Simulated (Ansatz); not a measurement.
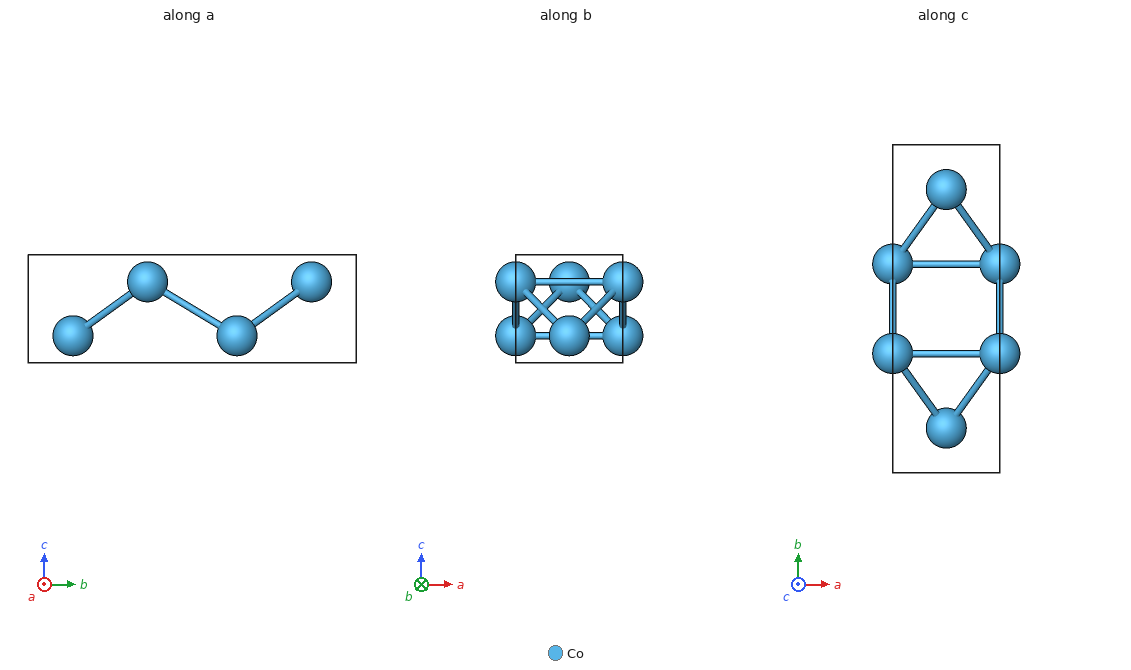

Ball-and-stick drawing of the structure, looking along the a axis, along the b axis and along the c axis. One conventional unit cell is outlined, and atoms on its boundary appear in each equivalent place.

Lattice parameters: a = 2.432 Å, b = 7.444 Å, c = 2.448 Å, α = 90.00°, β = 90.00°, γ = 90.00°. Put a along x and b in the xy plane.

Record the structure as a POSCAR file, with free fractional coordinates to two decimals.

```
Co
1.0
     2.432    0.000    0.000
     0.000    7.444    0.000
     0.000    0.000    2.448
Co
4
Direct
  0.00 0.36 0.75
  0.50 0.14 0.25
  0.50 0.86 0.75
  0.00 0.64 0.25
```

It derives from a structure type filled with this element by a generator (whether the element takes this form wasn't checked). Earlier steps of the study may have refined or changed the cell and positions. A calculation with Ansatz used it as input.
